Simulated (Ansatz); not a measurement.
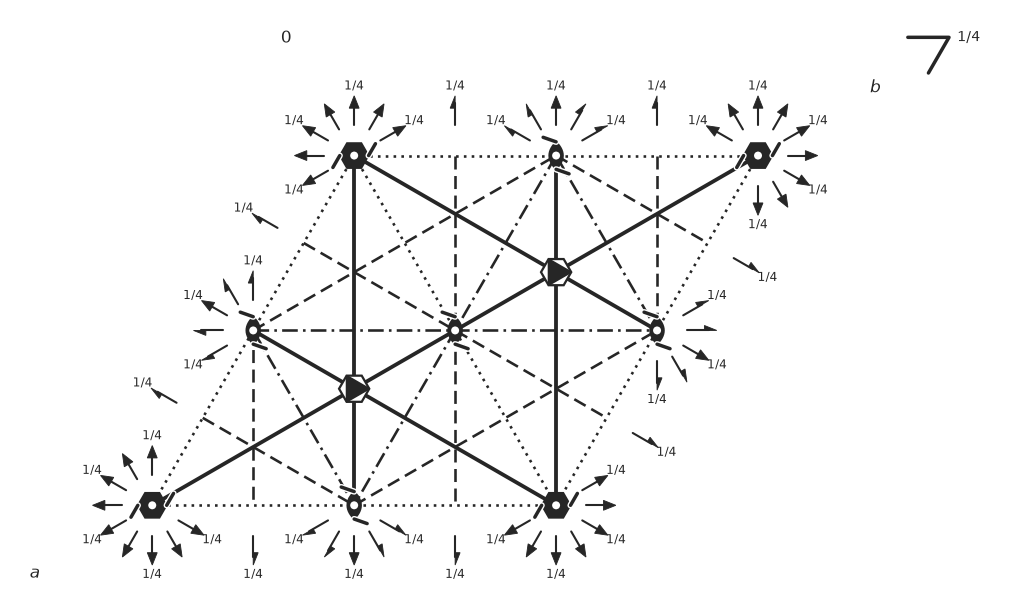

Symmetry elements of a space group, projected down c, computed from the operations of a computed or model structure of composition Cr, which need not be its known form.

Symbols follow the International Tables: origin at the upper left, the third axis towards the viewer; heavy, dashed, dotted, dash-dotted and dash-dot-dot lines are mirror, in-plane glide, out-of-plane glide, diagonal (n; with arrows d) and double (e) glide planes seen edge on; arrows at the rim are 2 (full head) and 2₁ (half head) axes in the plane; the corner sign is a plane parallel to the page; fractions are heights. Handed screw axes carry their printed symbol instead of tails.

Give the Hermann–Mauguin symbol and number.

No. 194, P6_3/mmc; primitive hexagonal, point group 6/mmm, 24 general positions a cell.

List the elements shown.

−6 axes along c at (1/3, 2/3), (2/3, 1/3); 6₃ axes along c at (0, 0); 2₁ axes along c at (0, 1/2), (1/2, 0), (1/2, 1/2); inversion centres at (0, 0), (0, 1/2), (1/2, 0), (1/2, 1/2); mirror planes holding c and [1 2 0] or [2 1 0] or [−1 1 0]; in-plane glide planes holding c and [1 2 0] or [2 1 0] or [−1 1 0]; c glide planes normal to a*, at x = 0; n glide planes normal to a*, at x = 1/2; c glide planes normal to b*, at y = 0; n glide planes normal to b*, at y = 1/2; c glide planes holding c and [1 1 0]; diagonal glide planes holding c and [1 1 0]; a mirror plane normal to c at height 1/4; 2 axes along [1 1 0] at height 0; 2 axes along [1 2 0] at height 1/4; 2 axes along [2 1 0] at height 1/4; 2 axes along [−1 1 0] at height 1/4; 2 axes along a at height 0; 2 axes along b at height 0; 2₁ axes along [1 1 0] at height 0; 2₁ axes along [1 2 0] at height 1/4; 2₁ axes along [2 1 0] at height 1/4; 2₁ axes along [−1 1 0] at height 1/4; 2₁ axes along a at height 0; 2₁ axes along b at height 0. Heights repeat every half period; positions are (a, b) fractions, modulo 1.
